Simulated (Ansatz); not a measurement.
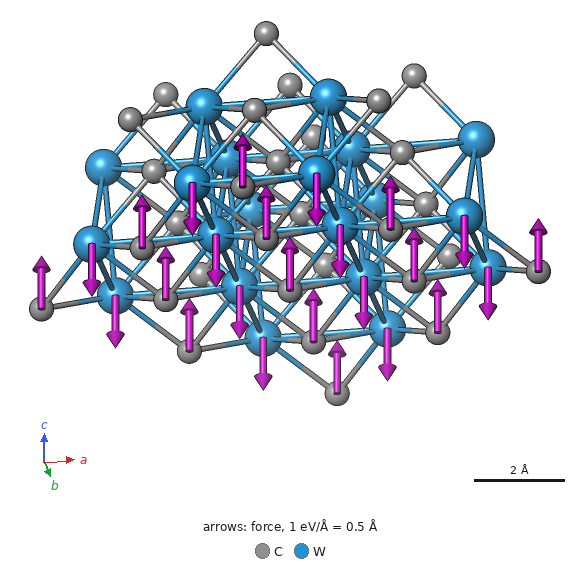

Starting geometry of a slab of composition WC (cut from the P-6m2 phase) with the computed forces as purple arrows. A ball-and-stick model of the atoms within 5.8 Å of the atom that moves most (axes of the 2 × 3 repeat of the cell, outlined in the plane, without the vacuum), seen from a free direction.

Case: (1 0 0) slab, atoms relaxed. The slab is the (1 0 0) face of WC.

The calculation used DFT PBEsol, scalar-relativistic, plane waves, PAW in Ansatz 0.2.0. (plane-wave cutoff 420 eV; k-point mesh 12 × 12 × 1; occupations gaussian; smearing width 0.1 eV; no spin polarisation; dipole correction; atoms relaxed in a fixed cell; force threshold 0.02 eV/Å; at most 60 steps)

**What follows when this structure is relaxed?**

It isn't relaxed: the largest force vector, on a C atom, is 2.63 eV/Å. The final displacements follow the starting forces only in part (cosine between the two patterns 0.80). After 3 accepted moves (4 points after the start) the energy has fallen by 0.350 eV per cell of the calculation. Largest force component: 2.6 eV/Å at the start, 0.012 eV/Å at the end. 1 step only repeated the SCF at the same geometry. A C atom moves most relative to the layer's centre: 0.20 Å along the normal (+c). By element the largest moves are C 0.20 Å, W 0.07 Å. The cell stays as it was. Some distances before and after: C–W 2.191 → 2.112 Å, C–W 2.191 → 2.217 Å, W–W 2.898 → 2.917 Å, C–W 2.191 → 2.186 Å. Bond angles that change, for instance: W–C–W 135.1° → 147.0°, W–C–W 82.8° → 86.7°, W–C–W 80.4° → 84.1°. The run took 4.8 min on 1 thread of Intel(R) Xeon(R) Platinum 8375C CPU @ 2.90GHz (Ice Lake), with other jobs on the host, peak memory 0.78 GiB.
